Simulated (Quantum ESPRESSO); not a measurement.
## Band-structure run, with input and output: SnSe (part 2 of 2)

The same run, continued: SnSe (2 atoms in the cell); Kohn-Sham DFT of a periodic cell, PBE, spin-orbit coupling, PseudoDojo 0.4 FR PBE standard, no spin polarisation (Quantum ESPRESSO 7.5); cutoff 1170.09 eV, 8×8×8 k-mesh, fermi-dirac of 0.05 eV. The structure derives from an entry of the Crystallography Open Database.

Geometry of the input (Å; fractional positions):
```
0.0000  3.0100  3.0100
3.0100  0.0000  3.0100
3.0100  3.0100  0.0000
Sn 0.0000  0.0000  0.0000
Se 0.5000  0.5000  0.5000
```

## Log, continued
```
   -38.7711 -38.7711 -38.7711 -38.7711 -37.8772 -37.8772 -37.8772 -37.8772
   -37.8768 -37.8768 -12.7290 -12.7290 -12.7230 -12.7230 -11.6964 -11.6964
   -11.6837 -11.6837 -11.6834 -11.6834  -3.4665  -3.4665   1.4344   1.4344
     7.3963   7.3963   7.6440   7.6440   9.4282   9.4282  10.0615  10.0615
    10.5661  10.5661  10.9123  10.9123  17.7253  17.7253  19.6087  19.6087
    19.8178  19.8179  19.8265  19.8265

          k = 0.1768 0.0000 0.0000 (  4945 PWs)   bands (ev):

   -38.7711 -38.7711 -38.7711 -38.7711 -37.8772 -37.8772 -37.8772 -37.8772
   -37.8768 -37.8768 -12.7279 -12.7279 -12.7277 -12.7277 -11.6911 -11.6911
   -11.6904 -11.6904 -11.6882 -11.6882  -4.2494  -4.2494   3.7770   3.7770
     6.8627   6.8627   7.1725   7.1725   8.3011   8.3011  11.7043  11.7043
    13.4865  13.4865  13.9111  13.9111  14.4966  14.4966  16.3414  16.3414
    16.4438  16.4438  17.8548  17.8549

          k = 0.2652 0.0884-0.0884 (  4935 PWs)   bands (ev):

   -38.7711 -38.7711 -38.7711 -38.7711 -37.8772 -37.8772 -37.8772 -37.8772
   -37.8768 -37.8768 -12.7281 -12.7281 -12.7263 -12.7263 -11.6923 -11.6923
   -11.6897 -11.6897 -11.6858 -11.6858  -4.0173  -4.0173   3.0530   3.0530
     6.7647   6.7647   7.0587   7.0587   8.7079   8.7079  10.8360  10.8360
    12.9020  12.9020  13.2780  13.2780  14.5562  14.5562  17.1110  17.1110
    17.3728  17.3728  19.1261  19.1262

          k = 0.3536 0.1768-0.1768 (  4943 PWs)   bands (ev):

   -38.7711 -38.7711 -38.7711 -38.7711 -37.8772 -37.8772 -37.8772 -37.8772
   -37.8768 -37.8768 -12.7285 -12.7285 -12.7246 -12.7246 -11.6946 -11.6946
   -11.6874 -11.6874 -11.6835 -11.6835  -3.6785  -3.6785   2.1706   2.1706
     6.7968   6.7968   7.0243   7.0243   8.5616   8.5616  10.7061  10.7061
    12.0835  12.0835  12.4568  12.4568  15.2905  15.2905  18.1662  18.1662
    18.7901  18.7901  20.8542  20.8542

          k =-0.2652-0.4419 0.4419 (  4963 PWs)   bands (ev):

   -38.7711 -38.7711 -38.7711 -38.7711 -37.8772 -37.8772 -37.8772 -37.8772
   -37.8768 -37.8768 -12.7286 -12.7286 -12.7235 -12.7235 -11.6959 -11.6959
   -11.6851 -11.6851 -11.6830 -11.6830  -3.4311  -3.4311   1.6235   1.6235
     6.6432   6.6432   7.1377   7.1377   8.6585   8.6585  10.5182  10.5182
    11.3719  11.3719  12.2635  12.2635  16.6750  16.6750  18.8701  18.8701
    19.8707  19.8707  20.0734  20.0735

          k =-0.1768-0.3536 0.3536 (  4960 PWs)   bands (ev):

   -38.7711 -38.7711 -38.7711 -38.7711 -37.8772 -37.8772 -37.8772 -37.8772
   -37.8768 -37.8768 -12.7286 -12.7286 -12.7237 -12.7237 -11.6954 -11.6954
   -11.6851 -11.6851 -11.6838 -11.6838  -3.4888  -3.4888   1.7261   1.7261
     6.3928   6.3928   7.4545   7.4545   9.1659   9.1659  10.1213  10.1213
    10.9758  10.9758  12.6238  12.6238  16.8776  16.8776  18.0466  18.0466
    19.0742  19.0742  20.4125  20.4125

          k =-0.0884-0.2652 0.2652 (  4953 PWs)   bands (ev):

   -38.7711 -38.7711 -38.7711 -38.7711 -37.8772 -37.8772 -37.8772 -37.8772
   -37.8768 -37.8768 -12.7284 -12.7284 -12.7250 -12.7250 -11.6934 -11.6934
   -11.6877 -11.6877 -11.6849 -11.6849  -3.7959  -3.7959   2.3937   2.3937
     6.3875   6.3875   7.6532   7.6532   9.2523   9.2523  10.3629  10.3629
    11.1563  11.1563  13.1159  13.1159  15.9381  15.9381  16.6158  16.6158
    18.6282  18.6282  19.7576  19.7576

          k = 0.0000-0.1768 0.1768 (  4920 PWs)   bands (ev):

   -38.7711 -38.7711 -38.7711 -38.7711 -37.8772 -37.8772 -37.8772 -37.8772
   -37.8768 -37.8768 -12.7283 -12.7283 -12.7265 -12.7265 -11.6913 -11.6913
   -11.6900 -11.6900 -11.6870 -11.6870  -4.1148  -4.1148   3.2382   3.2382
     6.7125   6.7125   7.5758   7.5758   8.5111   8.5111  11.5059  11.5059
    12.0125  12.0125  13.4535  13.4535  15.5287  15.5287  15.8119  15.8119
    17.0313  17.0313  18.3855  18.3855

          k = 0.3536 0.0000 0.0000 (  4953 PWs)   bands (ev):

   -38.7711 -38.7711 -38.7711 -38.7711 -37.8772 -37.8772 -37.8772 -37.8772
   -37.8768 -37.8768 -12.7277 -12.7277 -12.7265 -12.7265 -11.6937 -11.6937
   -11.6907 -11.6907 -11.6831 -11.6831  -3.8603  -3.8603   3.0440   3.0440
     6.3405   6.3405   6.6213   6.6213   7.7855   7.7855  11.5821  11.5821
    13.4261  13.4261  13.7077  13.7077  14.1719  14.1719  18.4535  18.4535
    18.5682  18.5682  18.7002  18.7002

          k = 0.4419 0.0884-0.0884 (  4965 PWs)   bands (ev):

   -38.7711 -38.7711 -38.7711 -38.7711 -37.8772 -37.8772 -37.8772 -37.8772
   -37.8768 -37.8768 -12.7280 -12.7280 -12.7254 -12.7254 -11.6957 -11.6957
   -11.6900 -11.6900 -11.6806 -11.6806  -3.5852  -3.5852   2.6295   2.6295
     6.0875   6.0875   6.3692   6.3692   7.0500   7.0500  12.3890  12.3890
    13.1828  13.1828  13.5852  13.5852  14.2511  14.2511  19.4331  19.4331
    19.4813  19.4813  20.3066  20.3066

          k =-0.1768-0.5303 0.5303 (  4967 PWs)   bands (ev):

   -38.7711 -38.7711 -38.7711 -38.7711 -37.8772 -37.8772 -37.8772 -37.8772
   -37.8768 -37.8768 -12.7281 -12.7281 -12.7245 -12.7245 -11.6964 -11.6964
   -11.6883 -11.6883 -11.6804 -11.6804  -3.3389  -3.3389   2.1539   2.1539
     5.4551   5.4551   6.4633   6.4633   7.3280   7.3280  12.1459  12.1459
    12.7629  12.7629  13.7716  13.7716  14.8994  14.8994  19.4052  19.4052
    20.2526  20.2526  20.9714  20.9714

          k =-0.0884-0.4419 0.4419 (  4958 PWs)   bands (ev):

   -38.7711 -38.7711 -38.7711 -38.7711 -37.8772 -37.8772 -37.8772 -37.8772
   -37.8768 -37.8768 -12.7280 -12.7280 -12.7243 -12.7243 -11.6955 -11.6955
   -11.6868 -11.6868 -11.6823 -11.6823  -3.3036  -3.3036   1.9658   1.9658
     5.1658   5.1658   6.8628   6.8628   7.9784   7.9784  11.4663  11.4663
    11.9341  11.9341  14.0023  14.0023  16.5067  16.5067  17.9612  17.9612
    18.4531  18.4531  21.2939  21.2939

          k = 0.0000-0.3536 0.3536 (  4948 PWs)   bands (ev):

   -38.7711 -38.7711 -38.7711 -38.7711 -37.8772 -37.8772 -37.8772 -37.8772
   -37.8768 -37.8768 -12.7281 -12.7281 -12.7245 -12.7245 -11.6940 -11.6940
   -11.6872 -11.6872 -11.6839 -11.6839  -3.5104  -3.5104   2.0994   2.0994
     5.4919   5.4919   7.3849   7.3849   8.8730   8.8730  10.6223  10.6223
    11.2521  11.2521  13.7437  13.7437  16.9829  16.9829  17.1942  17.1942
    18.7282  18.7282  19.8507  19.8507

          k = 0.5303-0.0000 0.0000 (  4937 PWs)   bands (ev):

   -38.7711 -38.7711 -38.7711 -38.7711 -37.8772 -37.8772 -37.8772 -37.8772
   -37.8768 -37.8768 -12.7283 -12.7283 -12.7252 -12.7252 -11.6984 -11.6984
   -11.6906 -11.6906 -11.6775 -11.6775  -3.4034  -3.4034   2.9291   2.9291
     5.4767   5.4767   5.8786   5.8786   6.1467   6.1467  12.7424  12.7424
    13.9660  13.9660  14.2644  14.2644  14.7563  14.7563  19.3461  19.3461
    20.5763  20.5764  21.3285  21.3288

          k =-0.0884-0.6187 0.6187 (  4952 PWs)   bands (ev):

   -38.7711 -38.7711 -38.7711 -38.7711 -37.8772 -37.8772 -37.8772 -37.8772
   -37.8767 -37.8767 -12.7284 -12.7284 -12.7248 -12.7248 -11.6992 -11.6992
   -11.6901 -11.6901 -11.6768 -11.6768  -3.2358  -3.2358   2.9013   2.9013
     4.5227   4.5227   5.9560   5.9560   6.3348   6.3348  12.8375  12.8375
    13.9788  13.9788  14.4258  14.4258  15.0133  15.0133  20.4955  20.4955
    20.7247  20.7247  21.1598  21.1599

          k = 0.0000-0.5303 0.5303 (  4944 PWs)   bands (ev):

   -38.7711 -38.7711 -38.7711 -38.7711 -37.8772 -37.8772 -37.8772 -37.8772
   -37.8767 -37.8767 -12.7280 -12.7280 -12.7247 -12.7247 -11.6976 -11.6976
   -11.6888 -11.6888 -11.6791 -11.6791  -3.1935  -3.1935   2.4772   2.4772
     4.4080   4.4080   6.2904   6.2904   7.0191   7.0191  12.6362  12.6362
    13.1378  13.1378  14.7228  14.7228  14.8670  14.8670  19.3583  19.3583
    19.4934  19.4934  21.7844  21.7844

          k =-0.7071 0.0000 0.0000 (  4960 PWs)   bands (ev):

   -38.7711 -38.7711 -38.7711 -38.7711 -37.8772 -37.8772 -37.8772 -37.8772
   -37.8767 -37.8767 -12.7287 -12.7287 -12.7247 -12.7247 -11.7008 -11.7008
   -11.6906 -11.6906 -11.6751 -11.6751  -3.1895  -3.1895   3.4789   3.4789
     4.0010   4.0010   5.7019   5.7019   5.9672   5.9672  12.5114  12.5114
    14.5260  14.5260  15.0898  15.0898  15.4427  15.4427  19.9552  19.9552
    21.0935  21.0935  22.1451  22.1476

          k = 0.3536 0.1768 0.0000 (  4954 PWs)   bands (ev):

   -38.7711 -38.7711 -38.7711 -38.7711 -37.8772 -37.8772 -37.8772 -37.8772
   -37.8768 -37.8768 -12.7281 -12.7281 -12.7255 -12.7255 -11.6936 -11.6936
   -11.6893 -11.6893 -11.6835 -11.6835  -3.7597  -3.7597   2.5946   2.5946
     6.1366   6.1366   7.0812   7.0812   8.3459   8.3459  11.0900  11.0900
    12.2842  12.2842  13.4254  13.4254  14.9324  14.9324  17.9564  17.9564
    18.9364  18.9364  19.1057  19.1057

          k =-0.2652-0.4419 0.6187 (  4961 PWs)   bands (ev):

   -38.7711 -38.7711 -38.7711 -38.7711 -37.8772 -37.8772 -37.8772 -37.8772
   -37.8768 -37.8768 -12.7281 -12.7281 -12.7245 -12.7245 -11.6951 -11.6951
   -11.6875 -11.6875 -11.6824 -11.6824  -3.4608  -3.4608   2.0886   2.0886
     5.7742   5.7742   6.6200   6.6200   8.4782   8.4782  10.8332  10.8332
    12.3242  12.3242  13.4966  13.4966  15.6192  15.6192  18.7039  18.7039
    19.2072  19.2072  20.6263  20.6263

          k =-0.1768-0.3536 0.5303 (  4974 PWs)   bands (ev):

   -38.7711 -38.7711 -38.7711 -38.7711 -37.8772 -37.8772 -37.8772 -37.8772
   -37.8768 -37.8768 -12.7282 -12.7282 -12.7241 -12.7241 -11.6958 -11.6958
   -11.6861 -11.6861 -11.6826 -11.6826  -3.3202  -3.3202   1.8577   1.8577
     5.7403   5.7403   6.2848   6.2848   8.6846   8.6846  10.4901  10.4901
    12.5815  12.5815  13.4730  13.4730  16.6945  16.6945  17.2218  17.2218
    20.3261  20.3261  20.4564  20.4564

          k =-0.1768-0.5303 0.7071 (  4973 PWs)   bands (ev):

   -38.7711 -38.7711 -38.7711 -38.7711 -37.8772 -37.8772 -37.8772 -37.8772
   -37.8768 -37.8768 -12.7280 -12.7280 -12.7250 -12.7250 -11.6972 -11.6972
   -11.6894 -11.6894 -11.6792 -11.6792  -3.3570  -3.3570   2.5376   2.5376
     5.4169   5.4169   5.6549   5.6549   7.2869   7.2869  12.4578  12.4578
    13.2580  13.2580  13.9164  13.9164  15.0184  15.0184  19.6622  19.6622
    20.0933  20.0933  20.8029  20.8029

          k =-0.0884-0.4419 0.6187 (  4966 PWs)   bands (ev):

   -38.7711 -38.7711 -38.7711 -38.7711 -37.8772 -37.8772 -37.8772 -37.8772
   -37.8767 -37.8767 -12.7279 -12.7279 -12.7247 -12.7247 -11.6973 -11.6973
   -11.6878 -11.6878 -11.6802 -11.6802  -3.2140  -3.2140   2.3875   2.3875
     4.8174   4.8174   5.5028   5.5028   8.0280   8.0280  11.5271  11.5271
    13.6271  13.6271  14.3824  14.3824  15.5481  15.5481  17.9032  17.9032
    21.1682  21.1682  21.2970  21.2970

          k = 0.0000-0.3536 0.5303 (  4965 PWs)   bands (ev):

   -38.7711 -38.7711 -38.7711 -38.7711 -37.8772 -37.8772 -37.8772 -37.8772
   -37.8768 -37.8768 -12.7278 -12.7278 -12.7246 -12.7246 -11.6962 -11.6962
   -11.6868 -11.6868 -11.6820 -11.6820  -3.2608  -3.2608   2.1947   2.1947
     4.9602   4.9602   5.8777   5.8777   8.6158   8.6158  10.7648  10.7648
    13.2798  13.2798  14.1211  14.1211  16.6829  16.6829  16.8853  16.8853
    19.9416  19.9416  20.7930  20.7930

          k =-0.7071 0.1768-0.0000 (  4962 PWs)   bands (ev):

   -38.7711 -38.7711 -38.7711 -38.7711 -37.8772 -37.8772 -37.8772 -37.8772
   -37.8767 -37.8767 -12.7282 -12.7282 -12.7248 -12.7248 -11.6991 -11.6991
   -11.6895 -11.6895 -11.6773 -11.6773  -3.1756  -3.1756   2.9359   2.9359
     4.2055   4.2055   5.4619   5.4619   7.0494   7.0494  12.9357  12.9357
    13.1533  13.1533  15.0863  15.0863  15.2567  15.2567  19.2914  19.2914
    20.5537  20.5537  22.2309  22.2310

          k =-0.7071 0.3536 0.0000 (  4988 PWs)   bands (ev):

   -38.7711 -38.7711 -38.7711 -38.7711 -37.8772 -37.8772 -37.8772 -37.8772
   -37.8767 -37.8767 -12.7277 -12.7277 -12.7249 -12.7249 -11.6977 -11.6977
   -11.6867 -11.6867 -11.6810 -11.6810  -3.1615  -3.1615   2.5755   2.5755
     4.7528   4.7528   4.7761   4.7761   8.6641   8.6641  10.9477  10.9477
    14.2220  14.2220  14.2827  14.2827  16.5981  16.5981  16.8115  16.8115
    20.7808  20.7808  22.3163  22.3163

     the Fermi energy is     9.7236 ev

!    total energy              =    -400.03113866 Ry
     estimated scf accuracy    <          9.6E-11 Ry
     smearing contrib. (-TS)   =      -0.00000304 Ry
     internal energy E=F+TS    =    -400.03113561 Ry

     The total energy is F=E-TS. E is the sum of the following terms:
     one-electron contribution =    -190.00296917 Ry
     hartree contribution      =     107.46976185 Ry
     xc contribution           =     -92.41670977 Ry
     ewald contribution        =    -225.08121851 Ry

     convergence has been achieved in   9 iterations

     Forces acting on atoms (cartesian axes, Ry/au):

     atom    1 type  1   force =     0.00000000    0.00000000    0.00000000
     atom    2 type  2   force =    -0.00000000   -0.00000000   -0.00000000

     Total force =     0.000000     Total SCF correction =     0.000000

     Computing stress (Cartesian axis) and pressure

          total   stress  (Ry/bohr**3)                   (kbar)     P=        9.48
   0.00006446   0.00000000   0.00000000            9.48        0.00        0.00
   0.00000000   0.00006446   0.00000000            0.00        9.48        0.00
   0.00000000   0.00000000   0.00006446            0.00        0.00        9.48

=------------------------------------------------------------------------------=
   JOB DONE.
=------------------------------------------------------------------------------=
```

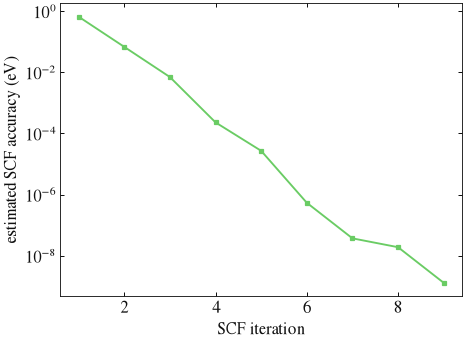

Figure 1. Convergence of the self-consistent field: estimated SCF accuracy against the iteration. The field takes 9 iterations in all.

## Key numbers

```csv
quantity,value
outcome,converged
space group (tolerance 0.01 Å),Fm-3m (225)
electrons treated,30
free energy,−5442.7009 eV
Fermi energy,9.724 eV
gap on the k-point mesh,0.63 eV
gap on the band path,0.26 eV
pressure,0.95 GPa
largest force (length of the vector),under 0.001 eV/Å
wall time,5.7 min
peak memory,0.47 GiB
```

## Notes

Further notes kept with the run: eigenvalues not converged.
